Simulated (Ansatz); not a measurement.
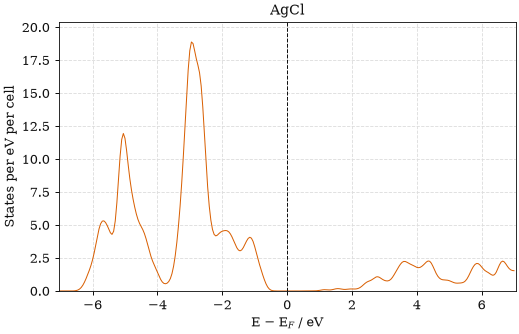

Density of states. Energies are counted from the Fermi level. The curve is built from the levels of the k mesh with Gaussians 0.3 eV wide, which also blur the band edges.

Input of the run:

```
crystal:
  lattice:
    - [3.8828473035, 0.0, 0.179658351]
    - [0.0, 3.8897916939, 0.0]
    - [-0.2914318763, 0.0, 5.4903077576]
  atoms:
    - { symbol: Ag, position: [0.2489236091, 0.25, 0.2499306711] }
    - { symbol: Ag, position: [0.7510763909, 0.75, 0.7500693289] }
    - { symbol: Cl, position: [0.7491454918, 0.75, 0.2500464312] }
    - { symbol: Cl, position: [0.2508545082, 0.25, 0.7499535688] }
kpoints:
  mp_grid: { grid: [8, 8, 6] }
  band_path:
    path:
      - [0.0, 0.0, 0.0]
      - [0.0, 0.5, 0.0]
      - [0.0, 0.5, 0.5]
      - [0.0, 0.0, 0.5]
      - [-0.5, 0.0, 0.5]
      - [-0.5, 0.5, 0.5]
      - [-0.5, 0.5, 0.0]
      - [-0.5, 0.0, 0.0]
    npoints: 1
hamiltonian:
  xc: r2scan
  dispersion: rvv10
scf:
  occupations: { method: fermi_dirac, width: 0.03 }
  n_extra_bands: 5
output:
  forces: true
  stress: true
  eigenvalues: true
```

Launched with:
```bash
ansatz run input.yaml --threads 2 --pin off --max-ram 20275MiB --backend cpu --events-out ev --progress --plain --runs-dir out
```

Question: Metal or insulator, going by the density of states?

Answer: There is a gap; over the k points computed it is 1.41 eV (indirect; the smallest direct gap is 3.34 eV).

Question: Where is the tallest peak of the filled states in the window?

Answer: Within the window shown, the tallest peak of the filled states lies 2.2 eV under the valence-band top, at about 19 states per eV and cell.

Question: How wide is the upper valence band?

Answer: The upper group of valence states starts about 5.6 eV under the valence-band top (which lies at −0.7 eV on this axis), with a gap beneath it; it holds about 32 electrons a cell.
